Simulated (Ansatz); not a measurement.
System: Bi₂Te₃, space group R-3m (No. 166).

The given structure:
```yaml
crystal:
  lattice:
    - [2.19300, 1.26610, 10.16570]
    - [-2.19300, 1.26610, 10.16570]
    - [0.00000, -2.53230, 10.16570]
  atoms:
    - { symbol: Bi, position: [0.40000, 0.40000, 0.40000] }
    - { symbol: Bi, position: [0.60000, 0.60000, 0.60000] }
    - { symbol: Te, position: [0.00000, 0.00000, 0.00000] }
    - { symbol: Te, position: [0.20950, 0.20950, 0.20950] }
    - { symbol: Te, position: [0.79050, 0.79050, 0.79050] }
```

Method: periodic Kohn-Sham DFT of a crystal at fixed atoms, scaled to the stated factor times the given cell; pressure positive in compression (Ansatz 0.2.0). Level: PBEsol, no spin-orbit coupling.

| setting | value |
| --- | --- |
| method | frozen-core PAW |
| relativity | scalar |
| k mesh | 7×7×7 |
| occupations | Fermi–Dirac |
| smearing width | 0.08 eV |
| wave cutoff | 420 eV |
| PAW set | soft_2 |

V(given) is 33.87 Å³/atom.

What does the calculation give for the pressure and largest field gradient Vzz against V/V(given)? The V/V(given) takes the values 0.96, 0.99, 1.02, 1.06.

The pressure falls from 1.677 GPa at V/V(given) 0.96 to −3.177 GPa at 1.06, and changes sign near 0.99. The largest field gradient Vzz falls from 9.792 1e21 V/m² at V/V(given) 0.96 to 9.733 1e21 V/m² at 1.06.

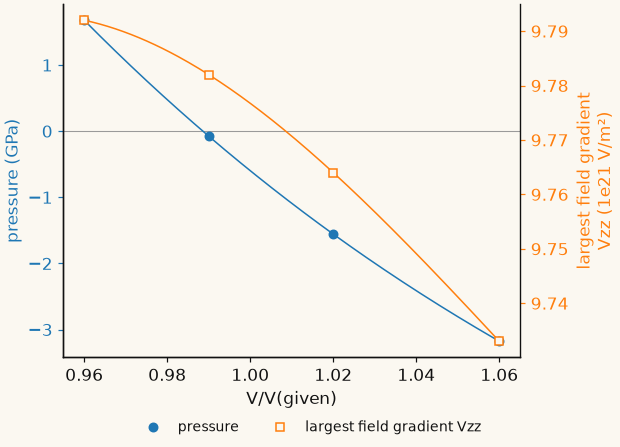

Limits of the calculation: PAW files made with PBE; field gradient without spin-orbit coupling on heavy atoms; no spin-orbit coupling on heavy atoms; small gap, it may come from the mesh; shape and atomic fractions are frozen while scaling, which makes layered, chain and framework solids too stiff.
